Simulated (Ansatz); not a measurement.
```
Sn O
1.0
    -4.82652    4.82837    0.00000
    -4.82652   -4.82837    0.00000
     4.82652    0.00000    6.47633
Sn O
7 16
Direct
  0.87289 0.37221 0.74644
  0.12774 0.62441 0.24885
  0.37534 0.87664 0.75127
  0.50493 0.52881 0.00457
  0.74939 0.72018 0.49323
  0.00512 0.99889 0.99433
  0.25957 0.25000 0.50349
  0.43962 0.20706 0.95998
  0.75651 0.42971 0.50082
  0.00345 0.69266 0.99852
  0.24832 0.94186 0.49891
  0.31540 0.12456 0.24902
  0.57128 0.38964 0.75280
  0.82086 0.62457 0.24886
  0.06743 0.85966 0.74499
  0.95199 0.12426 0.24885
  0.18171 0.36813 0.74842
  0.43228 0.62445 0.24893
  0.68224 0.88049 0.74936
  0.50440 0.81932 0.99698
  0.72794 0.04178 0.53764
  0.99797 0.30698 0.99884
  0.25350 0.55618 0.49921
```

Spin-polarised.

All numbers below come from DFT PBE, scalar-relativistic, plane waves, PAW (Ansatz).

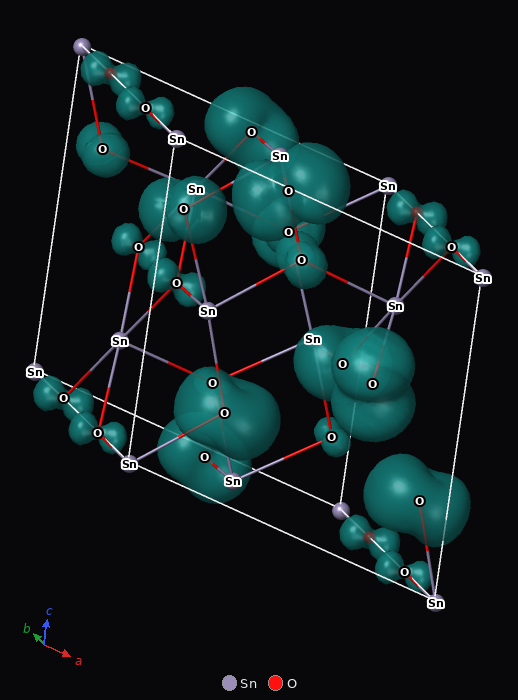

Sn7O16 (cell with a defect). Isosurface of the magnetisation density (up minus down) at +0.03 e/Å³ (teal), seen slightly off an axis. Sticks mark near contacts.

In a PAW calculation such maps are meaningful between the atoms, not at the nuclei.

### Describe the spin distribution.

The spin density sits on O: +0.6 μB (×4) in one cell of 23 atoms, with smaller moments on other sites: O (up to +0.27 μB): parallel main moments (a ferromagnetic arrangement) in this solution. The cell of the calculation (23 atoms) carries 4.0 μB of net spin moment.
